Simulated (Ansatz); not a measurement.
## SnO2: a changed input and its effect

System: SnO2 (P4₂/mnm, 6 atoms in the cell).
Method of run 1: DFT, r2SCAN, plane waves, PAW, no spin polarisation (Ansatz 0.2.0).

The structure derives from an entry of the Crystallography Open Database. Text and figures count atoms from 1; the logs count them from 0 in places.

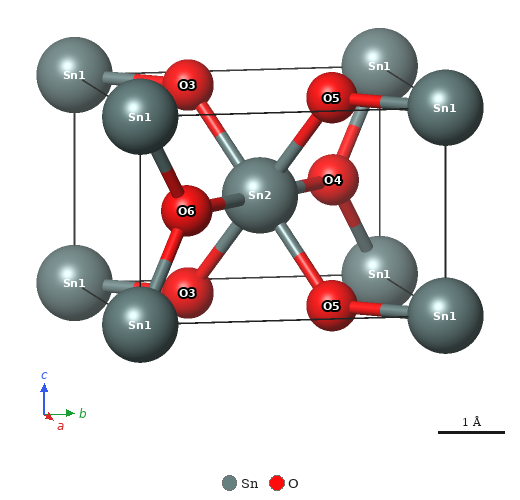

**Figure 1.** The structure (ball-and-stick view of the cell of the calculation, seen slightly off an axis; atoms are numbered from 1 in the order of the input). Near neighbours in the crystal (not all of them lie inside the picture): Sn has 6 O at 2.06 to 2.07 Å; O has 3 Sn at 2.06 to 2.07 Å.

## The input, run 1
```yaml
crystal:
  lattice:
    - [4.7599425472, 0.0, 0.0]
    - [0.0, 4.7599425472, 0.0]
    - [0.0, 0.0, 3.2008135226]
  atoms:
    - { symbol: Sn, position: [0.0, 0.0, 0.0] }
    - { symbol: Sn, position: [0.5, 0.5, 0.5] }
    - { symbol: O, position: [0.3059109373, 0.3059109373, 0.0] }
    - { symbol: O, position: [0.1940890627, 0.8059109373, 0.5] }
    - { symbol: O, position: [0.6940890627, 0.6940890627, 0.0] }
    - { symbol: O, position: [0.8059109373, 0.1940890627, 0.5] }
basis:
  ecutwfc: 500
kpoints:
  mp_grid: { grid: [6, 6, 8] }
hamiltonian:
  xc: r2scan
scf:
  occupations: { method: gaussian, width: 0.02 }
  eigensolver: { kind: davidson }
output:
  forces: true
  eigenvalues: true
  stress: true
```

Command:
```bash
ansatz run input.yaml --threads 2 --pin off --max-ram 5120MiB --backend cpu --events-out ev --progress --plain --runs-dir out
```

Hardware: 2 threads of Arm Neoverse V1, 24 GiB of memory available, shared host.

## Output, shortened to warnings, some set-up lines, iterations and results (run 1)
```
Basis set: ecut = 500 eV, 1867 PW (Γ), exchange–correlation on 144×144×96 points (64 copies of the dense FFT grid, shifted against one another)
Symmetry: 16 space group operations
k-points: 50 of 288
Initial density: superposition of atomic densities (neutral atoms: chi_scale 0, normalization atom), corrected by the library's trained network
[...]
SCF iter   1: F=—  HF=-14352.323340 eV  |F-HF|=—  |Δ(HF+E_count)|=         —  Δρ=1.03e-2  dr2=5.65e-2  dr2_τ=2.69e-1  ethr=1.77e-3  ⟨swp⟩=7.0  Hψ=7453  notcnv=0
SCF iter   2: F=—  HF=-14352.428678 eV  |F-HF|=—  |Δ(HF+E_count)|=   1.05e-1  Δρ=6.04e-3  dr2=1.49e-2  dr2_τ=9.90e-4  ethr=1.09e-4  ⟨swp⟩=5.1  Hψ=4544  notcnv=0  defer=109
SCF iter   3: F=—  HF=-14352.427854 eV  |F-HF|=—  |Δ(HF+E_count)|=   8.24e-4  Δρ=8.20e-4  dr2=3.44e-4  dr2_τ=6.96e-5  ethr=7.85e-7  ⟨swp⟩=4.2  Hψ=7242  notcnv=0  defer=1
SCF iter   4: F=—  HF=-14352.427947 eV  |F-HF|=—  |Δ(HF+E_count)|=   9.37e-5  Δρ=1.66e-4  dr2=1.71e-5  dr2_τ=1.11e-6  ethr=6.62e-7  ⟨swp⟩=3.0  Hψ=3004  notcnv=0
SCF iter   5: F=—  HF=-14352.427959 eV  |F-HF|=—  |Δ(HF+E_count)|=   1.14e-5  Δρ=7.24e-5  dr2=2.93e-6  dr2_τ=2.49e-7  ethr=3.28e-8  ⟨swp⟩=4.0  Hψ=4558  notcnv=0
SCF iter   6: F=—  HF=-14352.427958 eV  |F-HF|=—  |Δ(HF+E_count)|=   9.94e-7  Δρ=1.95e-5  dr2=1.74e-7  dr2_τ=8.29e-9  ethr=5.64e-9  ⟨swp⟩=3.4  Hψ=3985  notcnv=0
SCF iter   7: F=-14352.427958 eV  HF=-14352.427958 eV  |F-HF|=4.73e-9  |Δ(HF+E_count)|=   7.92e-8  Δρ=8.39e-6  dr2=3.37e-8  dr2_τ=3.17e-9  ethr=3.36e-10  ⟨swp⟩=3.2  Hψ=3527  …
SCF 1 converged in 7 iterations: F = -14352.427958 eV  dr2 = 3.37e-8
  Residual-converged pass: ⟨swp⟩=4.0  Hψ=3927  notcnv=0  max |occ|·‖R‖ = 6.6e-6 eV (tolerance 6.7e-6 eV)  dr2=3.34e-8  dr2_τ=3.07e-9  dr2_onsite=7.30e-9  max |Δocc| = 0.0e0
SCF converged after 7 iterations
Free energy (F): -14352.427958 eV
Harris-Foulkes:  -14352.427958 eV  (|F-HF|=4.73e-9)
Internal energy: -14352.427958 eV  (E = F + TS)
E sigma→0 (E₀):  -14352.427958 eV
Fermi energy:    9.764681 eV
--- Per-component energies (eV) ---
  E_band       = -164.946108
  E_kinetic    = 1085.741565
  E_local      = -2885.538934  (includes V_loc(G=0)·N_el)
  E_nonlocal   = 131.539287
  E_hartree    = 1502.077746
  E_xc         = -1035.811456
  E_vxc        = -622.679649  (∫ρ·V_xc dr)
  E_paw        = -8986.291708  (= ΣΔE_a)
  E_vpaw       = -917.473925  (= ΣTr[D̂ρ^β])
  E_aug_tail   = 0.003909  (compensation charges beyond the density's cutoff)
  E_vtau       = 39.296963  (kinetic-family band-sum trace: ∫τ·v_τ [+ j·A + Jᵃ·Aᵃ] dr)
  E_ewald      = -4165.491244
  E_core_change = 1.342876  (= ΣΔE_core)
  E_smearing   = -0.000000  (= −TS)
  E_closure    = -0.000000  (closes the sum)
  Σ components = -14352.427958   (vs F -14352.427958, Δ=0.00e0)
--- Forces (eV/Å), atoms counted from 1 ---
  atom   1  Sn     0.00000000    -0.00000000     0.00000000
  atom   2  Sn     0.00000000    -0.00000000    -0.00000000
  atom   3  O     -0.00001765    -0.00001765     0.00000000
  atom   4  O      0.00001765    -0.00001765    -0.00000000
  atom   5  O      0.00001765     0.00001765    -0.00000000
  atom   6  O     -0.00001765     0.00001765     0.00000000
  max |Σ_I F_I| component: 1.18e-29 eV/Å
--- Stress (GPa, compression-positive) ---
       -0.002497       0.000000       0.000000
        0.000000      -0.002497       0.000000
        0.000000       0.000000      -0.006390
  P = ⅓ Tr σ = -0.0038 GPa (-0.038 kbar)
```

The input of run 2 differs as follows (lines with − go, lines with + come):
```diff
-    - [4.7599425472, 0.0, 0.0]
-    - [0.0, 4.7599425472, 0.0]
-    - [0.0, 0.0, 3.2008135226]
+    - [4.6423384071, 0.0, 0.0]
+    - [0.0, 4.6423384071, 0.0]
+    - [0.0, 0.0, 3.1631374008]
-    - { symbol: O, position: [0.3059109373, 0.3059109373, 0.0] }
-    - { symbol: O, position: [0.1940890627, 0.8059109373, 0.5] }
-    - { symbol: O, position: [0.6940890627, 0.6940890627, 0.0] }
-    - { symbol: O, position: [0.8059109373, 0.1940890627, 0.5] }
+    - { symbol: O, position: [0.305120743, 0.305120743, 0.0] }
+    - { symbol: O, position: [0.194879257, 0.805120743, 0.5] }
+    - { symbol: O, position: [0.694879257, 0.694879257, 0.0] }
+    - { symbol: O, position: [0.805120743, 0.194879257, 0.5] }
+  dispersion: d4
-  eigensolver: { kind: davidson }
```

How does run 2 compare with run 1?

The total energies belong to different models, so their difference says nothing on which is more stable or more accurate. The gap on the mesh goes from 1.77 to 2.48 eV. The pressure goes from 0.00 to 13.28 GPa. The volume per atom goes from 12.09 to 11.36 Å³. The number of SCF iterations is the same. The plane waves at Γ go from 1867 to 1743.

## Output, shortened to warnings, some set-up lines, iterations and results (run 2)
```
Basis set: ecut = 500 eV, 1743 PW (Γ), exchange–correlation on 144×144×96 points (64 copies of the dense FFT grid, shifted against one another)
Symmetry: 16 space group operations
k-points: 50 of 288
Initial density: superposition of atomic densities (neutral atoms: chi_scale 0, normalization atom), corrected by the library's trained network
[...]
SCF iter   1: F=—  HF=-14352.752106 eV  |F-HF|=—  |Δ(HF+E_count)|=         —  Δρ=1.04e-2  dr2=5.07e-2  dr2_τ=3.20e-1  ethr=1.77e-3  ⟨swp⟩=6.4  Hψ=7094  notcnv=0
SCF iter   2: F=—  HF=-14352.874269 eV  |F-HF|=—  |Δ(HF+E_count)|=   1.22e-1  Δρ=6.25e-3  dr2=1.47e-2  dr2_τ=8.84e-4  ethr=9.75e-5  ⟨swp⟩=3.0  Hψ=3136  notcnv=0  defer=90
SCF iter   3: F=—  HF=-14352.873558 eV  |F-HF|=—  |Δ(HF+E_count)|=   7.11e-4  Δρ=6.04e-4  dr2=1.44e-4  dr2_τ=5.36e-5  ethr=2.82e-5  ⟨swp⟩=3.0  Hψ=2382  notcnv=0  defer=40
SCF iter   4: F=—  HF=-14352.873667 eV  |F-HF|=—  |Δ(HF+E_count)|=   1.09e-4  Δρ=1.51e-4  dr2=1.45e-5  dr2_τ=9.90e-7  ethr=2.76e-7  ⟨swp⟩=2.9  Hψ=2862  notcnv=0  defer=40
SCF iter   5: F=—  HF=-14352.873671 eV  |F-HF|=—  |Δ(HF+E_count)|=   4.37e-6  Δρ=6.10e-5  dr2=2.22e-6  dr2_τ=2.03e-7  ethr=2.79e-8  ⟨swp⟩=2.0  Hψ=2616  notcnv=0  defer=40
SCF iter   6: F=—  HF=-14352.873671 eV  |F-HF|=—  |Δ(HF+E_count)|=   4.30e-7  Δρ=1.54e-5  dr2=1.29e-7  dr2_τ=1.30e-8  ethr=4.27e-9  ⟨swp⟩=3.0  Hψ=2810  notcnv=0  defer=40
SCF iter   7: F=-14352.873671 eV  HF=-14352.873671 eV  |F-HF|=4.79e-9  |Δ(HF+E_count)|=   1.07e-8  Δρ=4.09e-6  dr2=1.19e-8  dr2_τ=7.48e-10  ethr=1.92e-10  ⟨swp⟩=9.2  Hψ=6510  …
SCF 1 converged in 7 iterations: F = -14352.873671 eV  dr2 = 1.19e-8
SCF converged after 7 iterations
Free energy (F): -14352.873671 eV
Harris-Foulkes:  -14352.873671 eV  (|F-HF|=4.79e-9)
Internal energy: -14352.873671 eV  (E = F + TS)
E sigma→0 (E₀):  -14352.873671 eV
Fermi energy:    11.066106 eV
--- Per-component energies (eV) ---
  E_band       = -116.151026
  E_kinetic    = 1094.609726
  E_local      = -2754.133086  (includes V_loc(G=0)·N_el)
  E_nonlocal   = 132.839478
  E_hartree    = 1458.730401
  E_xc         = -1038.096282
  E_vxc        = -625.661430  (∫ρ·V_xc dr)
  E_paw        = -8988.586374  (= ΣΔE_a)
  E_vpaw       = -920.508162  (= ΣTr[D̂ρ^β])
  E_aug_tail   = 0.003956  (compensation charges beyond the density's cutoff)
  E_vtau       = 39.234406  (kinetic-family band-sum trace: ∫τ·v_τ [+ j·A + Jᵃ·Aᵃ] dr)
  E_ewald      = -4258.951009
  E_disp       = -0.633358  (pairwise vdW)
  E_core_change = 1.342876  (= ΣΔE_core)
  E_smearing   = -0.000000  (= −TS)
  E_closure    = 0.000000  (closes the sum)
  Σ components = -14352.873671   (vs F -14352.873671, Δ=0.00e0)
--- Forces (eV/Å), atoms counted from 1 ---
  atom   1  Sn     0.00000000    -0.00000000     0.00000000
  atom   2  Sn     0.00000000     0.00000000     0.00000000
  atom   3  O      0.00137857     0.00137857     0.00000000
  atom   4  O     -0.00137857     0.00137857     0.00000000
  atom   5  O     -0.00137857    -0.00137857     0.00000000
  atom   6  O      0.00137857    -0.00137857     0.00000000
  max |Σ_I F_I| component: 0.00e0 eV/Å
--- Stress (GPa, compression-positive) ---
       13.290865       0.000000       0.000000
        0.000000      13.290865       0.000000
        0.000000       0.000000      13.265223
  P = ⅓ Tr σ = 13.2823 GPa (132.823 kbar)
```

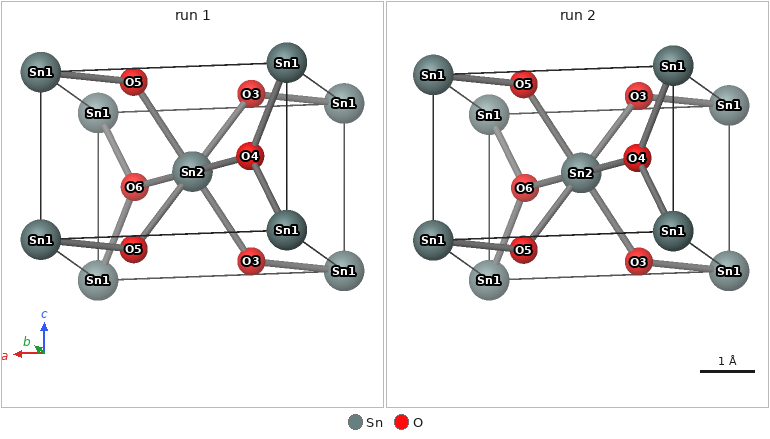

**Figure 2.** The two input geometries at one scale (ball-and-stick view of the cell of the calculation, seen at an oblique angle). The largest moves relative to the cell, 0.005 Å, are those of O3, O4, O5 and O6. Sn stays in place. (The mean shift of all atoms is removed.) The volume changes by −6.0 %, with a = b 4.760 → 4.642 Å (−2.5 %), c 3.201 → 3.163 Å (−1.2 %). Among the contacts that change: Sn1–O3 2.059 → 2.003 Å, Sn1–O4 2.066 → 2.034 Å.

## The two runs side by side

```csv
quantity,run 1,run 2
outcome,converged,converged
free energy per atom (eV),−2392.0713,−2392.1456
gap on the mesh (eV),1.77,2.48
pressure (GPa),0.00,13.28
volume per atom (Å³),12.09,11.36
largest force (eV/Å),0.000,0.002
SCF iterations,7,7
irreducible k-points,50,50
plane waves at Γ,1867,1743
wall time (shared host),11 s,8.6 s
```

For run 2: The cell is under a pressure of 13.3 GPa at this level, so it is not at its equilibrium volume.
